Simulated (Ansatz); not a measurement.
# Mg2O: single-point calculation

System: Mg2O (P6/mmm, 3 atoms in the cell).
Method: DFT PBE, scalar-relativistic, plane waves, PAW, no spin polarisation (Ansatz 0.2.0).

The structure was made by swapping elements on the sites of another compound; it need not be a known phase. It belongs to a series of runs on one base structure; here: TbCd2 type (P6/mmm, No. 191).

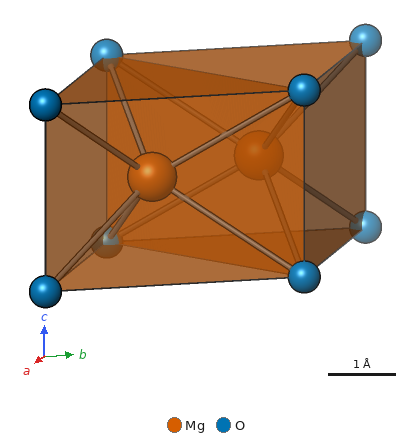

Figure 1. The structure (polyhedral view of the cell of the calculation, seen slightly off an axis; polyhedra are completed across the faces of the cell).

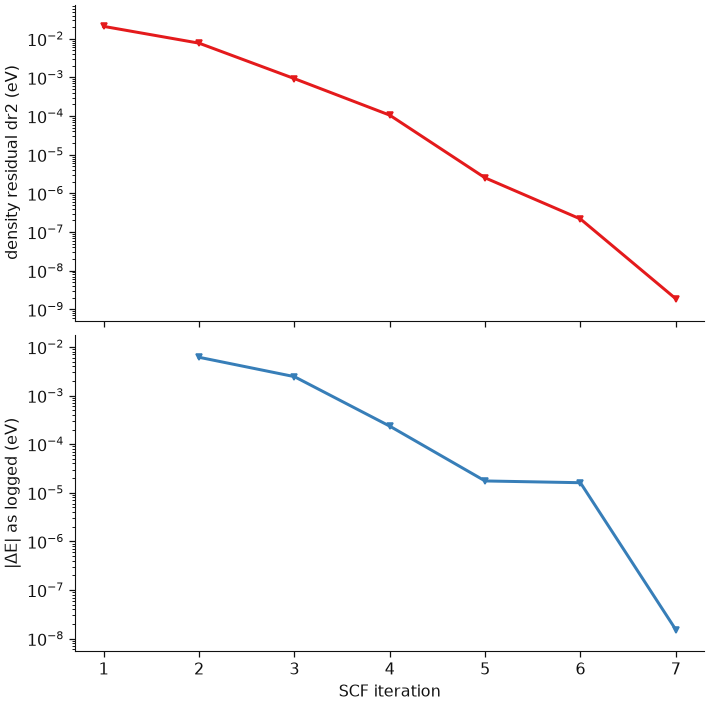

Figure 2. Convergence of the self-consistent field: density residual dr2 and size of the energy change against the SCF iteration. The residual falls at every step.

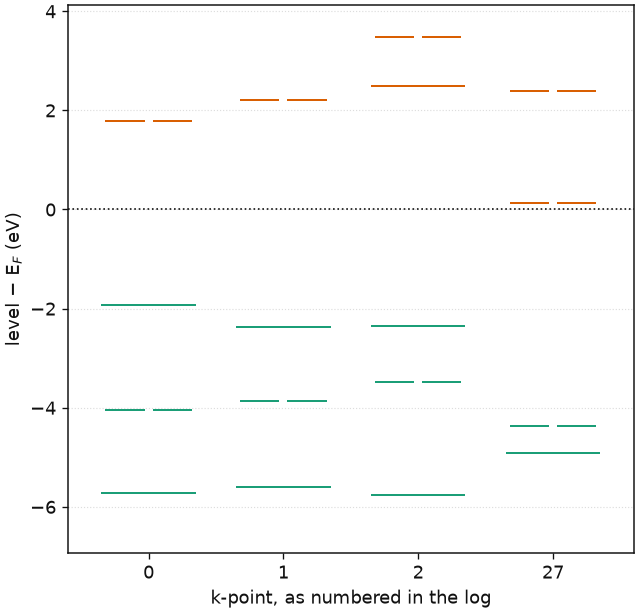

Figure 3. Kohn–Sham levels near the Fermi level (dotted) at the few k-points that the log prints; levels within 0.02 eV of each other stand side by side. The system is metallic on the full mesh.

These pictures come from the run below.

**The input**
```yaml
crystal:
  lattice:
    - [4.0848572951, 0.0, 0.0]
    - [-2.0424286476, 3.5375901885, 0.0]
    - [0.0, 0.0, 2.8731423849]
  atoms:
    - { symbol: Mg, position: [0.3333333333, 0.6666666667, 0.5] }
    - { symbol: Mg, position: [0.6666666667, 0.3333333333, 0.5] }
    - { symbol: O, position: [0.0, 0.0, 0.0] }
basis:
  ecutwfc: 420
kpoints:
  mp_grid: { grid: [6, 6, 6] }
hamiltonian:
  xc: pbe
scf:
  occupations: { method: gaussian, width: 0.1 }
  lower_state_search: "off"
output:
  forces: true
  stress: true
  eigenvalues: true
```

Launch command:
```bash
ansatz run input.yaml --threads 1 --pin off --max-ram 2560MiB --backend cpu --events-out ev --progress --plain --runs-dir out
```

**Log**
```
Engine: ansatz 0.2.0, x86_64-unknown-linux-gnu
Pseudopotentials: kind: paw
Pseudopotential: Mg, paw, valence charge 10, recommended cutoff 420 eV (normal), Mg.paw.azcp
Pseudopotential: O, paw, valence charge 6, recommended cutoff 420 eV (normal), O.paw.azcp
Functional definition: PBE
  parameter kappa = 0.804
  parameter beta = 0.06672455060314922
  exchange = pbe_x(kappa = kappa, mu = beta*pi^2/3)
  correlation = pbe_c(beta = beta)
Crystal: 3 atoms, lattice volume = 41.518 Å³
Basis set: ecut = 420 eV, 825 PW (Γ), exchange–correlation on 60×60×40 points (8 copies of the dense FFT grid, shifted against one another)
Bands: 17, of which v1, the nominal top of the filled ones, is band 13 counted from 1 (12 counted from 0)
Symmetry: 24 space group operations
Space group: P6/mmm (ITA 191), of the structure as read, at distance tolerance 3.5e-5 Å
k-points: 28 of 216
Non-local potential: Mg, projectors of the file, l = 0: 3, l = 1: 2, l = 2: 1
Non-local potential: O, projectors of the file, l = 0: 2, l = 1: 2, l = 2: 1
PAW form: soft (Blöchl's): semilocal exchange-correlation on the pseudo side does not see the compensation charge
PAW one-centre angular grid: Mg, 110 points (default); XC on 64 Gauss nodes
PAW one-centre angular grid: O, 110 points (default); XC on 64 Gauss nodes
Initial density: superposition of atomic densities (neutral atoms: chi_scale 0, normalization atom), corrected by the library's trained network
Initial wavefunctions: pseudopotential atomic-orbital guess
Functional: x = pbe(κ = 0.804, μ = 0.2195149727645171), c = pbe(β = 0.06672455060314922)
SCF iter   1: F=—  HF=-4411.147243 eV  |F-HF|=—  |Δ(HF+E_count)|=         —  Δρ=1.31e-2  dr2=2.10e-2  ethr=1.77e-3  ⟨swp⟩=5.1  Hψ=2241  notcnv=0
preconditioner: auto → none  [metal: Δε(μ)=0.080 eV  Ē_g=9.968 eV  σ=0.100 eV  W_gap=0.39  n_scr=8 (ndim 8)  ℏωp=18.2 eV  f_vac=0.000  D(μ)=1.58/eV (n_scr^D=8)  sad-step TF]
SCF iter   2: F=—  HF=-4411.141113 eV  |F-HF|=—  |Δ(HF+E_count)|=   6.13e-3  Δρ=6.85e-3  dr2=7.73e-3  ethr=8.09e-5  ⟨swp⟩=1.3  Hψ=713  notcnv=0
SCF iter   3: F=—  HF=-4411.138661 eV  |F-HF|=—  |Δ(HF+E_count)|=   2.45e-3  Δρ=1.76e-3  dr2=9.35e-4  ethr=2.97e-5  ⟨swp⟩=2.1  Hψ=615  notcnv=0
SCF iter   4: F=—  HF=-4411.138425 eV  |F-HF|=—  |Δ(HF+E_count)|=   2.35e-4  Δρ=5.30e-4  dr2=1.06e-4  ethr=3.60e-6  ⟨swp⟩=2.4  Hψ=763  notcnv=0
SCF iter   5: F=—  HF=-4411.138408 eV  |F-HF|=—  |Δ(HF+E_count)|=   1.75e-5  Δρ=8.70e-5  dr2=2.53e-6  ethr=4.06e-7  ⟨swp⟩=1.9  Hψ=535  notcnv=0
SCF iter   6: F=—  HF=-4411.138392 eV  |F-HF|=—  |Δ(HF+E_count)|=   1.61e-5  Δρ=2.11e-5  dr2=2.18e-7  ethr=9.73e-9  ⟨swp⟩=2.1  Hψ=813  notcnv=0
SCF iter   7: F=-4411.138392 eV  HF=-4411.138392 eV  |F-HF|=2.61e-9  |Δ(HF+E_count)|=   1.53e-8  Δρ=2.92e-6  dr2=1.88e-9  ethr=3.85e-10  ⟨swp⟩=4.4  Hψ=1578  notcnv=0
SCF 1 converged in 7 iterations: F = -4411.138392 eV  dr2 = 1.88e-9
  greatest PAW one-centre occupation: 1.000 electrons in one spin orbital (limit 2), on the Mg atom at site 1 (counted from 0), in its partial waves of l = 0
SCF converged after 7 iterations
Free energy (F): -4411.138392 eV
Harris-Foulkes:  -4411.138392 eV  (|F-HF|=2.61e-9)
Internal energy: -4411.129123 eV  (E = F + TS)
E sigma→0 (E₀):  -4411.133757 eV
Entropy (-TS):   -0.009269 eV (-3.090 meV/atom)
Fermi energy:    8.636378 eV
--- Per-component energies (eV) ---
  E_band       = -676.829048
  E_kinetic    = 324.429430
  E_local      = -3269.655066  (includes V_loc(G=0)·N_el)
  E_nonlocal   = 241.702262
  E_hartree    = 1142.944892
  E_xc         = -132.078094
  E_vxc        = -169.415707  (∫ρ·V_xc dr)
  E_paw        = -741.412405  (= ΣΔE_a)
  E_vpaw       = -89.783894  (= ΣTr[D̂ρ^β])
  E_aug_tail   = 0.002244  (compensation charges beyond the density's cutoff)
  E_ewald      = -1977.062388
  E_smearing   = -0.009269  (= −TS)
  E_closure    = -0.000000  (closes the sum)
  Σ components = -4411.138392   (vs F -4411.138392, Δ=0.00e0)
--- Forces (eV/Å), atoms counted from 1 ---
  atom   1  Mg     0.00000000    -0.00000000     0.00000000
  atom   2  Mg    -0.00000000     0.00000000     0.00000000
  atom   3  O     -0.00000000     0.00000000     0.00000000
  max |Σ_I F_I| component: 9.25e-18 eV/Å
--- Stress (GPa, compression-positive) ---
       18.842994      -0.000000       0.000000
       -0.000000      18.842994       0.000000
        0.000000       0.000000       7.593110
  P = ⅓ Tr σ = 15.0930 GPa (150.930 kbar)
--- Band table (eV; the first three rows and the last of 28) ---
  k-point 0: bands = ["-68.5679", "-68.4968", "-35.4350", "-35.4350", "-35.2316", "-35.2121", "-35.2121", "-35.1780", "-9.5687", "2.9225", "4.5871", "4.5871", "6.7050", "10.4187", "10.4187", "13.3183", "15.7438"]
  k-point 1: bands = ["-68.5668", "-68.4959", "-35.4335", "-35.4335", "-35.2457", "-35.2111", "-35.2111", "-35.1897", "-9.4346", "3.0398", "4.7668", "4.7668", "6.2674", "10.8406", "10.8406", "13.7439", "13.8940"]
  k-point 2: bands = ["-68.5646", "-68.4939", "-35.4303", "-35.4303", "-35.2738", "-35.2129", "-35.2092", "-35.2092", "-9.1477", "2.8807", "5.1634", "5.1634", "6.2840", "11.1257", "12.1088", "12.1088", "14.7934"]
  k-point 27: bands = ["-68.5282", "-68.5282", "-35.4575", "-35.3194", "-35.3194", "-35.2560", "-35.2560", "-35.1803", "-8.9079", "3.7266", "4.2678", "4.2678", "8.7702", "8.7702", "11.0338", "11.0338", "13.4071"]
```

**Key numbers**

| quantity | value |
| --- | --- |
| outcome | converged |
| space group (tolerance 0.01 Å) | P6/mmm (191) |
| electrons treated | 26 |
| free energy | −4411.1384 eV |
| Fermi energy | 8.636 eV |
| gap on the k-point mesh | none (metallic) |
| pressure | 15.09 GPa |
| largest force (length of the vector) | under 0.001 eV/Å |
| hardware | 1 thread of Intel Xeon @ 2.90GHz (Ice Lake), 192 GiB of memory available, shared host |
| wall time | 1 s |
| peak memory | 0.33 GiB |
